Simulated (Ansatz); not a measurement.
The coordinates of a crystal:

```
Cu O
1.0
     3.06969    0.00000    0.00000
    -1.53484    2.65843    0.00000
     0.00000    0.00000    6.19941
Cu O
3 3
Direct
  0.33333 0.66667 0.65848
  0.00000 0.00000 0.99182
  0.66667 0.33333 0.32515
  0.33333 0.66667 0.17485
  0.00000 0.00000 0.50818
  0.66667 0.33333 0.84152
```

**Work out the structure from the coordinates.**

Chemical formula CuO. Its lattice is rhombohedral (trigonal R), its space group R3m (No. 160). One cell contains 3 Cu, 3 O, 6 atoms in all. Around each Cu lie six O in a distorted octahedral arrangement at 2.00 to 2.10 Å. The neighbours of O are six Cu in a distorted octahedral arrangement at 2.00 to 2.10 Å. Not all metal-metal contacts are counted. The bonds build a three-dimensional framework.

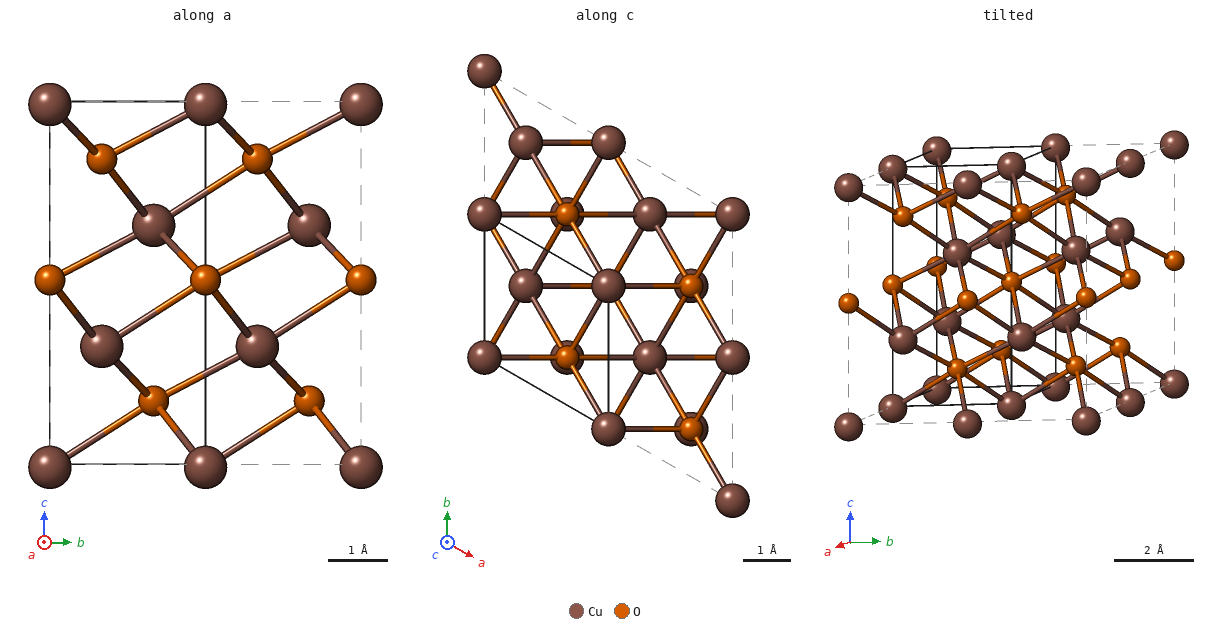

This ball-and-stick model is shown along the a axis, along the c axis and slightly off an axis. A block of 2×2×1 cells is shown, with one conventional unit cell in solid outline.

The structure was taken from a structure listed in the Materials Project. The cell was then strained or its atoms displaced on purpose. It was run through Ansatz as a DFT input.

At this level of theory the cell isn't at rest (compressed, at 28 GPa), so its distances can differ from those at equilibrium, the more so the softer the solid.
